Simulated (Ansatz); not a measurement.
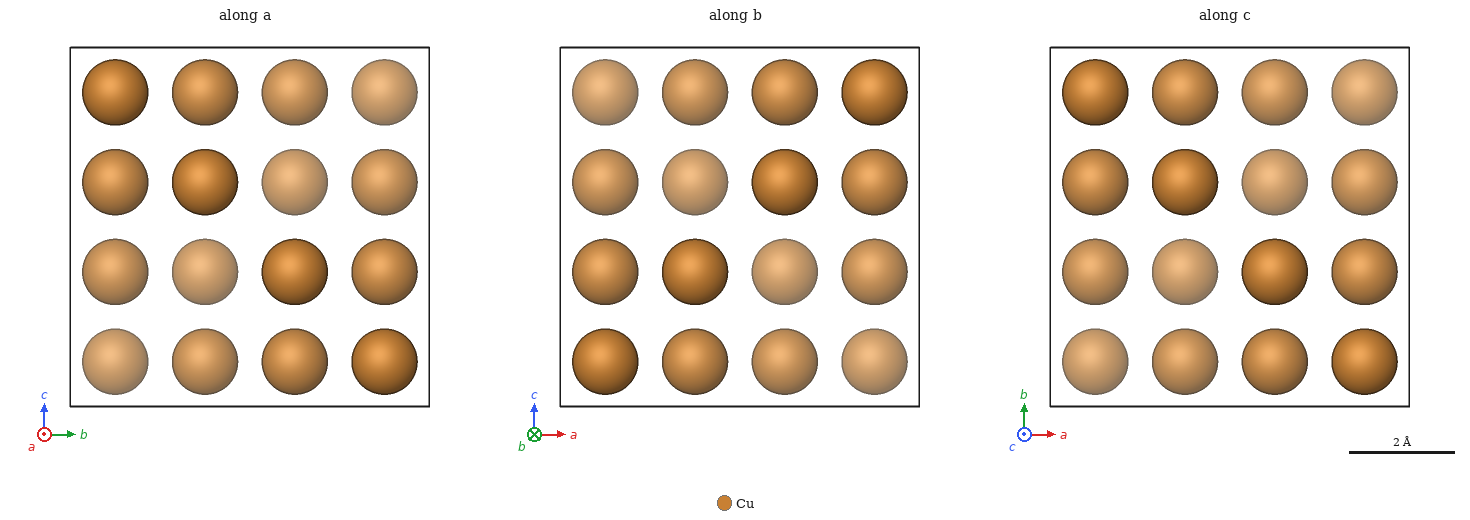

View along the a axis, along the b axis and along the c axis, drawn as a spheres-only model. Lines trace the edges of the conventional unit cell.

Lattice parameters: a = 6.8472 Å, b = 6.8472 Å, c = 6.8472 Å, α = 90.000°, β = 90.000°, γ = 90.000°.

Reconstruct the structure as a CIF in P1 with every atom of the cell.

```cif
data_structure
_symmetry_space_group_name_H-M 'P 1'
_symmetry_Int_Tables_number 1
_cell_length_a 6.8472
_cell_length_b 6.8472
_cell_length_c 6.8472
_cell_angle_alpha 90.000
_cell_angle_beta 90.000
_cell_angle_gamma 90.000
_cell_volume 321.03
loop_
_atom_site_label
_atom_site_type_symbol
_atom_site_fract_x
_atom_site_fract_y
_atom_site_fract_z
_atom_site_occupancy
Cu1 Cu 0.1250 0.1250 0.1250 1
Cu2 Cu 0.6250 0.8750 0.3750 1
Cu3 Cu 0.3750 0.1250 0.3750 1
Cu4 Cu 0.8750 0.8750 0.1250 1
Cu5 Cu 0.1250 0.6250 0.6250 1
Cu6 Cu 0.6250 0.3750 0.8750 1
Cu7 Cu 0.3750 0.6250 0.8750 1
Cu8 Cu 0.8750 0.3750 0.6250 1
Cu9 Cu 0.6250 0.1250 0.6250 1
Cu10 Cu 0.1250 0.8750 0.8750 1
Cu11 Cu 0.8750 0.1250 0.8750 1
Cu12 Cu 0.3750 0.8750 0.6250 1
Cu13 Cu 0.6250 0.6250 0.1250 1
Cu14 Cu 0.1250 0.3750 0.3750 1
Cu15 Cu 0.8750 0.6250 0.3750 1
Cu16 Cu 0.3750 0.3750 0.1250 1
```

The starting point was a random cell made by a generator, so it need not be a real form of the element. The final geometry of a relaxation with Ansatz 0.2.0, DFT PBE, scalar-relativistic, plane waves, PAW is shown.
